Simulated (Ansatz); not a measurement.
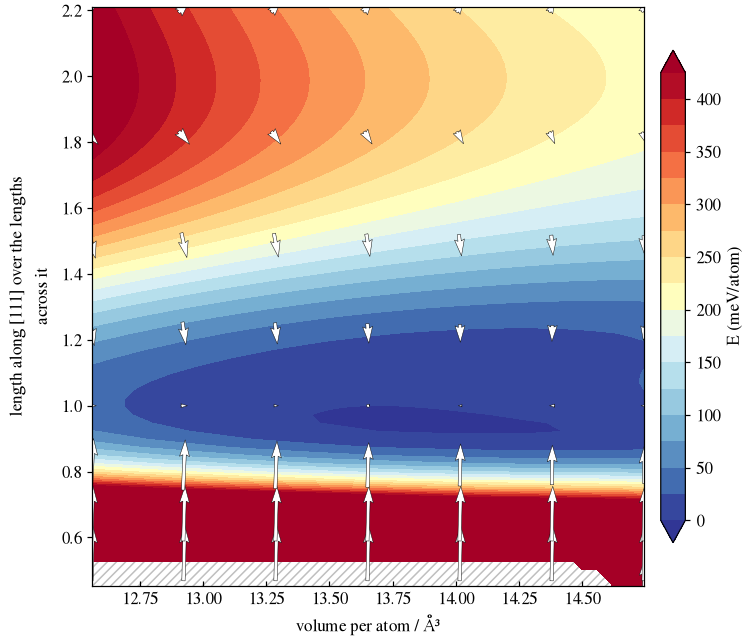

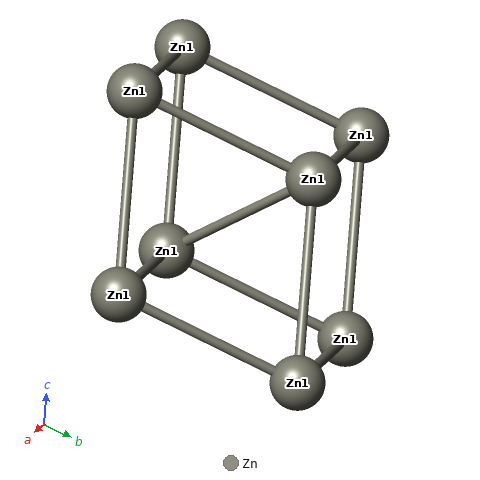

Energy landscape of Zn (Im-3m, No. 229; 1 atom in the cell). 
- The energy is mapped over volume and the cell's shape.
- The first coordinate is: volume per atom; the second: length along [111] over the lengths across it, relative to the cubic cell.
- Nothing is relaxed (symmetry fixes all fractional coordinates).
- The grid has 7 × 9 points. At 6 points there is no value (left out of the scan, as a rule where atoms come close).
- Points are written as (first, second).
- Energies: meV/atom, counted from the lowest grid point.
- Level of theory: Ansatz, DFT LDA, scalar-relativistic, plane waves, PAW. Settings: cutoff 520 eV, k-mesh 22×22×22, gaussian smearing 0.15 eV, no spin polarisation.

Drawn: filled contours, arrows along the force (downhill), their lengths compressed, one colour for all values above the top of the scale, hatched blanks where no value was computed. Between grid points the surface is interpolated. The second picture is the structure at the lowest point

Q: Summarise what can be read from the map.

A: The lowest grid point is at (13.653 Å³, 1.000) [bcc]. The energy also falls towards the edge at (14.745 Å³, 2.211) (204 meV/atom above the lowest), where a further well may lie outside the range. The highest grid point, (14.745 Å³, 0.452), lies 7171 meV/atom above the lowest.

The values on the grid:

| second ↓, first → | 12.561 | 12.925 | 13.289 | 13.653 | 14.017 | 14.381 | 14.745 |
| --- | --- | --- | --- | --- | --- | --- | --- |
| 2.211 | 441 | 377 | 324 | 282 | 249 | 223 | 204 |
| 1.813 | 443 | 379 | 326 | 284 | 250 | 225 | 206 |
| 1.487 | 281 | 231 | 193 | 163 | 141 | 127 | 118 |
| 1.219 | 88 | 59 | 39 | 27 | 22 | 22 | 27 |
| 1.000 | 32 | 14 | 4 | 0 | 2 | 9 | 20 |
| 0.820 | 187 | 148 | 119 | 99 | 85 | 78 | 76 |
| 0.672 | 1228 | 1107 | 1002 | 911 | 832 | 763 | 704 |
| 0.551 | 4022 | 3732 | 3470 | 3232 | 3016 | 2820 | 2641 |
| 0.452 | – | – | – | – | – | – | 7171 |

Each point was launched as `ansatz run input.yaml --threads 1 --pin off --max-ram 2048MiB --backend cpu --events-out ev --progress --plain --runs-dir out`. Time for the 57 points that were run: 19 min on 1 thread of Arm Neoverse N1 (shared host).
